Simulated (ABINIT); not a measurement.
## Run report: KMgF3, geometry relaxation (part 2 of 3)

Continued. System: KMgF3 (5 atoms in the cell). Method: Kohn-Sham DFT of a periodic cell, PBE, PseudoDojo NC SR PBE v0.4.1 standard, no spin polarisation (ABINIT 10.8.3); cutoff 1142.88 eV, 5×5×5 k-mesh, fermi-dirac of 0.05 eV. The structure derives from an entry of the Crystallography Open Database.

Geometry of the input (Å; fractional positions):
```
3.9859  0.0000  0.0000
0.0000  3.9859  0.0000
0.0000  0.0000  3.9859
K  0.5000  0.5000  0.5000
Mg 0.0000  0.0000  0.0000
F  0.0000  0.0000  0.5000
F  0.0000  0.5000  0.0000
F  0.5000  0.0000  0.0000
```

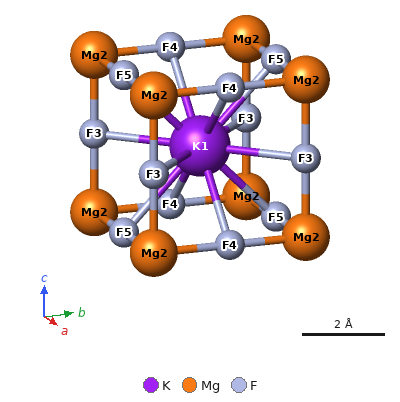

*The input geometry (ball-and-stick view of the cell of the calculation, seen slightly off an axis; atoms are numbered from 1 in the order of the input). An atom can appear more than once, as a periodic image.*

Output, continued
```
 Cartesian components of stress tensor (hartree/bohr^3)
  sigma(1 1)= -9.29005545E-05  sigma(3 2)=  0.00000000E+00
  sigma(2 2)= -9.29005545E-05  sigma(3 1)=  0.00000000E+00
  sigma(3 3)= -9.29005545E-05  sigma(2 1)=  0.00000000E+00

--- !ResultsGS
iteration_state: {dtset: 1, itime: 2, icycle: 1, }
comment   : Summary of ground state results
lattice_vectors:
- [  7.5600459,   0.0000000,   0.0000000, ]
- [  0.0000000,   7.5600459,   0.0000000, ]
- [  0.0000000,   0.0000000,   7.5600459, ]
lattice_lengths: [   7.56005,    7.56005,    7.56005, ]
lattice_angles: [ 90.000,  90.000,  90.000, ] # degrees, (23, 13, 12)
lattice_volume:   4.3208909E+02
convergence: {deltae:  2.740E-11, res2:  7.312E-13, residm:  1.109E-05, diffor: null, }
etotal    :  -1.63762914E+02
entropy   :   0.00000000E+00
fermie    :   1.73862205E-01
cartesian_stress_tensor: # hartree/bohr^3
- [ -9.29005545E-05,   0.00000000E+00,   0.00000000E+00, ]
- [  0.00000000E+00,  -9.29005545E-05,   0.00000000E+00, ]
- [  0.00000000E+00,   0.00000000E+00,  -9.29005545E-05, ]
pressure_GPa:   2.7332E+00
xred      :
- [  5.0000E-01,   5.0000E-01,   5.0000E-01,  K]
- [  0.0000E+00,   0.0000E+00,   0.0000E+00, Mg]
- [  0.0000E+00,   0.0000E+00,   5.0000E-01,  F]
- [  0.0000E+00,   5.0000E-01,   0.0000E+00,  F]
- [  5.0000E-01,   0.0000E+00,   0.0000E+00,  F]
cartesian_forces: # hartree/bohr
- [ -0.00000000E+00,  -0.00000000E+00,  -0.00000000E+00, ]
- [ -0.00000000E+00,  -0.00000000E+00,  -0.00000000E+00, ]
- [ -0.00000000E+00,  -0.00000000E+00,  -0.00000000E+00, ]
- [ -0.00000000E+00,  -0.00000000E+00,  -0.00000000E+00, ]
- [ -0.00000000E+00,  -0.00000000E+00,  -0.00000000E+00, ]
force_length_stats: {min:   0.00000000E+00, max:   0.00000000E+00, mean:   0.00000000E+00, }
...

 Integrated electronic density in atomic spheres:
 ------------------------------------------------
 Atom  Sphere_radius  Integrated_density
    1        2.00000          6.94806830
    2        2.00000          8.36743743
    3        2.00000          7.09279758
    4        2.00000          7.09279758
    5        2.00000          7.09279758

---OUTPUT-----------------------------------------------------------------------

 Cartesian coordinates (xcart) [bohr]
  3.78002296643145E+00  3.78002296643145E+00  3.78002296643145E+00
  0.00000000000000E+00  0.00000000000000E+00  0.00000000000000E+00
  0.00000000000000E+00  0.00000000000000E+00  3.78002296643145E+00
  0.00000000000000E+00  3.78002296643145E+00  0.00000000000000E+00
  3.78002296643145E+00  0.00000000000000E+00  0.00000000000000E+00
 Reduced coordinates (xred)
  5.00000000000000E-01  5.00000000000000E-01  5.00000000000000E-01
  0.00000000000000E+00  0.00000000000000E+00  0.00000000000000E+00
  0.00000000000000E+00  0.00000000000000E+00  5.00000000000000E-01
  0.00000000000000E+00  5.00000000000000E-01  0.00000000000000E+00
  5.00000000000000E-01  0.00000000000000E+00  0.00000000000000E+00
 Cartesian forces (fcart) [Ha/bohr]; max,rms= 0.00000E+00 0.00000E+00 (free atoms)
 -0.00000000000000E+00 -0.00000000000000E+00 -0.00000000000000E+00
 -0.00000000000000E+00 -0.00000000000000E+00 -0.00000000000000E+00
 -0.00000000000000E+00 -0.00000000000000E+00 -0.00000000000000E+00
 -0.00000000000000E+00 -0.00000000000000E+00 -0.00000000000000E+00
 -0.00000000000000E+00 -0.00000000000000E+00 -0.00000000000000E+00
 Gradient of E wrt nuclear positions in reduced coordinates (gred)
  0.00000000000000E+00  0.00000000000000E+00  0.00000000000000E+00
  0.00000000000000E+00  0.00000000000000E+00  0.00000000000000E+00
  0.00000000000000E+00  0.00000000000000E+00  0.00000000000000E+00
  0.00000000000000E+00  0.00000000000000E+00  0.00000000000000E+00
  0.00000000000000E+00  0.00000000000000E+00  0.00000000000000E+00
 Scale of Primitive Cell (acell) [bohr]
  7.56004593286289E+00  7.56004593286289E+00  7.56004593286289E+00
 Real space primitive translations (rprimd) [bohr]
  7.56004593286289E+00  0.00000000000000E+00  0.00000000000000E+00
  0.00000000000000E+00  7.56004593286289E+00  0.00000000000000E+00
  0.00000000000000E+00  0.00000000000000E+00  7.56004593286289E+00
 Unitary Cell Volume (ucvol) [Bohr^3]=  4.32089091733269E+02
 Angles (23,13,12)= [degrees]
  9.00000000000000E+01  9.00000000000000E+01  9.00000000000000E+01
 Lengths [Bohr]
  7.56004593286289E+00  7.56004593286289E+00  7.56004593286289E+00
 Stress tensor in cartesian coordinates (strten) [Ha/bohr^3]
 -9.29005544840931E-05  0.00000000000000E+00  0.00000000000000E+00
  0.00000000000000E+00 -9.29005544840922E-05  0.00000000000000E+00
  0.00000000000000E+00  0.00000000000000E+00 -9.29005544840931E-05
 Total energy (etotal) [Ha]= -1.63762914015399E+02

 Difference of energy with previous step (new-old):
           Absolute (Ha)=-5.11751E-04
           Relative     =-3.12495E-06

--- Iteration: ( 3/50) Internal Cycle: (1/1)
--------------------------------------------------------------------------------

---SELF-CONSISTENT-FIELD CONVERGENCE--------------------------------------------

--- !BeginCycle
iteration_state: {dtset: 1, itime: 3, icycle: 1, }
solver: {iscf: 7, nstep: 80, nline: 4, wfoptalg: 0, }
tolerances: {tolvrs: 1.00E-12, }
...

     iter   Etot(hartree)      deltaE(h)  residm     vres2
 ETOT  1  -163.70904690940    -1.637E+02 1.556E-04 3.567E+02
 ETOT  2  -163.71618010870    -7.133E-03 1.487E-04 1.529E+02
 ETOT  3  -163.76201986888    -4.584E-02 6.875E-04 1.861E+01
 ETOT  4  -163.76359306886    -1.573E-03 5.547E-05 1.453E+00
 ETOT  5  -163.76365864373    -6.557E-05 9.617E-05 3.861E-02
 ETOT  6  -163.76366180058    -3.157E-06 3.051E-05 1.554E-03
 ETOT  7  -163.76366196229    -1.617E-07 3.952E-05 4.469E-05
 ETOT  8  -163.76366196741    -5.128E-09 2.056E-05 9.502E-07
 ETOT  9  -163.76366196747    -5.414E-11 2.808E-05 8.555E-09
 ETOT 10  -163.76366196749    -2.223E-11 1.789E-05 6.540E-10
 ETOT 11  -163.76366196747     1.756E-11 2.385E-05 6.645E-11
 ETOT 12  -163.76366196748    -2.956E-12 1.604E-05 3.779E-12
 ETOT 13  -163.76366196750    -1.924E-11 2.035E-05 4.159E-14

 At SCF step   13       vres2   =  4.16E-14 < tolvrs=  1.00E-12 =>converged.

 Cartesian components of stress tensor (hartree/bohr^3)
  sigma(1 1)= -5.69805077E-06  sigma(3 2)=  0.00000000E+00
  sigma(2 2)= -5.69805077E-06  sigma(3 1)=  0.00000000E+00
  sigma(3 3)= -5.69805077E-06  sigma(2 1)=  0.00000000E+00

--- !ResultsGS
iteration_state: {dtset: 1, itime: 3, icycle: 1, }
comment   : Summary of ground state results
lattice_vectors:
- [  7.6499412,   0.0000000,   0.0000000, ]
- [  0.0000000,   7.6499412,   0.0000000, ]
- [  0.0000000,   0.0000000,   7.6499412, ]
lattice_lengths: [   7.64994,    7.64994,    7.64994, ]
lattice_angles: [ 90.000,  90.000,  90.000, ] # degrees, (23, 13, 12)
lattice_volume:   4.4768681E+02
convergence: {deltae: -1.924E-11, res2:  4.159E-14, residm:  2.035E-05, diffor: null, }
etotal    :  -1.63763662E+02
entropy   :   0.00000000E+00
fermie    :   1.54933234E-01
cartesian_stress_tensor: # hartree/bohr^3
- [ -5.69805077E-06,   0.00000000E+00,   0.00000000E+00, ]
- [  0.00000000E+00,  -5.69805077E-06,   0.00000000E+00, ]
- [  0.00000000E+00,   0.00000000E+00,  -5.69805077E-06, ]
pressure_GPa:   1.6764E-01
xred      :
- [  5.0000E-01,   5.0000E-01,   5.0000E-01,  K]
- [  0.0000E+00,   0.0000E+00,   0.0000E+00, Mg]
- [  0.0000E+00,   0.0000E+00,   5.0000E-01,  F]
- [  0.0000E+00,   5.0000E-01,   0.0000E+00,  F]
- [  5.0000E-01,   0.0000E+00,   0.0000E+00,  F]
cartesian_forces: # hartree/bohr
- [ -0.00000000E+00,  -0.00000000E+00,  -0.00000000E+00, ]
- [ -0.00000000E+00,  -0.00000000E+00,  -0.00000000E+00, ]
- [ -0.00000000E+00,  -0.00000000E+00,  -0.00000000E+00, ]
- [ -0.00000000E+00,  -0.00000000E+00,  -0.00000000E+00, ]
- [ -0.00000000E+00,  -0.00000000E+00,  -0.00000000E+00, ]
force_length_stats: {min:   0.00000000E+00, max:   0.00000000E+00, mean:   0.00000000E+00, }
...

 Integrated electronic density in atomic spheres:
 ------------------------------------------------
 Atom  Sphere_radius  Integrated_density
    1        2.00000          6.94211209
    2        2.00000          8.33931604
    3        2.00000          7.07929514
    4        2.00000          7.07929514
    5        2.00000          7.07929514

---OUTPUT-----------------------------------------------------------------------

 Cartesian coordinates (xcart) [bohr]
  3.82497061387534E+00  3.82497061387534E+00  3.82497061387534E+00
  0.00000000000000E+00  0.00000000000000E+00  0.00000000000000E+00
  0.00000000000000E+00  0.00000000000000E+00  3.82497061387534E+00
  0.00000000000000E+00  3.82497061387534E+00  0.00000000000000E+00
  3.82497061387534E+00  0.00000000000000E+00  0.00000000000000E+00
 Reduced coordinates (xred)
  5.00000000000000E-01  5.00000000000000E-01  5.00000000000000E-01
  0.00000000000000E+00  0.00000000000000E+00  0.00000000000000E+00
  0.00000000000000E+00  0.00000000000000E+00  5.00000000000000E-01
  0.00000000000000E+00  5.00000000000000E-01  0.00000000000000E+00
  5.00000000000000E-01  0.00000000000000E+00  0.00000000000000E+00
 Cartesian forces (fcart) [Ha/bohr]; max,rms= 0.00000E+00 0.00000E+00 (free atoms)
 -0.00000000000000E+00 -0.00000000000000E+00 -0.00000000000000E+00
 -0.00000000000000E+00 -0.00000000000000E+00 -0.00000000000000E+00
 -0.00000000000000E+00 -0.00000000000000E+00 -0.00000000000000E+00
 -0.00000000000000E+00 -0.00000000000000E+00 -0.00000000000000E+00
 -0.00000000000000E+00 -0.00000000000000E+00 -0.00000000000000E+00
 Gradient of E wrt nuclear positions in reduced coordinates (gred)
  0.00000000000000E+00  0.00000000000000E+00  0.00000000000000E+00
  0.00000000000000E+00  0.00000000000000E+00  0.00000000000000E+00
  0.00000000000000E+00  0.00000000000000E+00  0.00000000000000E+00
  0.00000000000000E+00  0.00000000000000E+00  0.00000000000000E+00
  0.00000000000000E+00  0.00000000000000E+00  0.00000000000000E+00
 Scale of Primitive Cell (acell) [bohr]
  7.64994122775068E+00  7.64994122775068E+00  7.64994122775068E+00
 Real space primitive translations (rprimd) [bohr]
  7.64994122775068E+00  0.00000000000000E+00  0.00000000000000E+00
  0.00000000000000E+00  7.64994122775068E+00  0.00000000000000E+00
  0.00000000000000E+00  0.00000000000000E+00  7.64994122775068E+00
 Unitary Cell Volume (ucvol) [Bohr^3]=  4.47686806582391E+02
 Angles (23,13,12)= [degrees]
  9.00000000000000E+01  9.00000000000000E+01  9.00000000000000E+01
 Lengths [Bohr]
  7.64994122775068E+00  7.64994122775068E+00  7.64994122775068E+00
 Stress tensor in cartesian coordinates (strten) [Ha/bohr^3]
 -5.69805076623339E-06  0.00000000000000E+00  0.00000000000000E+00
  0.00000000000000E+00 -5.69805076624207E-06  0.00000000000000E+00
  0.00000000000000E+00  0.00000000000000E+00 -5.69805076623686E-06
 Total energy (etotal) [Ha]= -1.63763661967496E+02

 Difference of energy with previous step (new-old):
           Absolute (Ha)=-7.47952E-04
           Relative     =-4.56728E-06

--- Iteration: ( 4/50) Internal Cycle: (1/1)
--------------------------------------------------------------------------------

---SELF-CONSISTENT-FIELD CONVERGENCE--------------------------------------------

--- !BeginCycle
iteration_state: {dtset: 1, itime: 4, icycle: 1, }
solver: {iscf: 7, nstep: 80, nline: 4, wfoptalg: 0, }
tolerances: {tolvrs: 1.00E-12, }
...

     iter   Etot(hartree)      deltaE(h)  residm     vres2
 ETOT  1  -163.76344409929    -1.638E+02 1.895E-05 1.487E+00
 ETOT  2  -163.76347185269    -2.775E-05 1.658E-05 6.270E-01
 ETOT  3  -163.76365641367    -1.846E-04 1.143E-05 9.127E-02
 ETOT  4  -163.76366487479    -8.461E-06 1.799E-05 6.105E-03
 ETOT  5  -163.76366514243    -2.676E-07 7.492E-06 1.369E-04
 ETOT  6  -163.76366515820    -1.576E-08 1.446E-05 7.941E-06
 ETOT  7  -163.76366515936    -1.163E-09 6.002E-06 7.606E-08
 ETOT  8  -163.76366515935     1.137E-11 1.179E-05 2.002E-09
 ETOT  9  -163.76366515936    -1.657E-11 4.955E-06 3.281E-11
 ETOT 10  -163.76366515937    -5.429E-12 9.644E-06 1.390E-12
 ETOT 11  -163.76366515936     4.860E-12 4.492E-06 3.765E-14

 At SCF step   11       vres2   =  3.77E-14 < tolvrs=  1.00E-12 =>converged.

 Cartesian components of stress tensor (hartree/bohr^3)
  sigma(1 1)= -2.72444185E-07  sigma(3 2)=  0.00000000E+00
  sigma(2 2)= -2.72444185E-07  sigma(3 1)=  0.00000000E+00
  sigma(3 3)= -2.72444185E-07  sigma(2 1)=  0.00000000E+00

--- !ResultsGS
iteration_state: {dtset: 1, itime: 4, icycle: 1, }
comment   : Summary of ground state results
lattice_vectors:
- [  7.6560417,   0.0000000,   0.0000000, ]
- [  0.0000000,   7.6560417,   0.0000000, ]
- [  0.0000000,   0.0000000,   7.6560417, ]
lattice_lengths: [   7.65604,    7.65604,    7.65604, ]
lattice_angles: [ 90.000,  90.000,  90.000, ] # degrees, (23, 13, 12)
lattice_volume:   4.4875868E+02
convergence: {deltae:  4.860E-12, res2:  3.765E-14, residm:  4.492E-06, diffor: null, }
etotal    :  -1.63763665E+02
entropy   :   0.00000000E+00
fermie    :   1.53336610E-01
cartesian_stress_tensor: # hartree/bohr^3
- [ -2.72444185E-07,   0.00000000E+00,   0.00000000E+00, ]
- [  0.00000000E+00,  -2.72444185E-07,   0.00000000E+00, ]
- [  0.00000000E+00,   0.00000000E+00,  -2.72444185E-07, ]
pressure_GPa:   8.0156E-03
xred      :
- [  5.0000E-01,   5.0000E-01,   5.0000E-01,  K]
- [  0.0000E+00,   0.0000E+00,   0.0000E+00, Mg]
- [  0.0000E+00,   0.0000E+00,   5.0000E-01,  F]
- [  0.0000E+00,   5.0000E-01,   0.0000E+00,  F]
- [  5.0000E-01,   0.0000E+00,   0.0000E+00,  F]
cartesian_forces: # hartree/bohr
- [ -0.00000000E+00,  -0.00000000E+00,  -0.00000000E+00, ]
- [ -0.00000000E+00,  -0.00000000E+00,  -0.00000000E+00, ]
- [ -0.00000000E+00,  -0.00000000E+00,  -0.00000000E+00, ]
- [ -0.00000000E+00,  -0.00000000E+00,  -0.00000000E+00, ]
- [ -0.00000000E+00,  -0.00000000E+00,  -0.00000000E+00, ]
force_length_stats: {min:   0.00000000E+00, max:   0.00000000E+00, mean:   0.00000000E+00, }
...

 Integrated electronic density in atomic spheres:
 ------------------------------------------------
 Atom  Sphere_radius  Integrated_density
    1        2.00000          6.94553983
    2        2.00000          8.33924982
    3        2.00000          7.08086873
    4        2.00000          7.08086873
    5        2.00000          7.08086873

---OUTPUT-----------------------------------------------------------------------
```
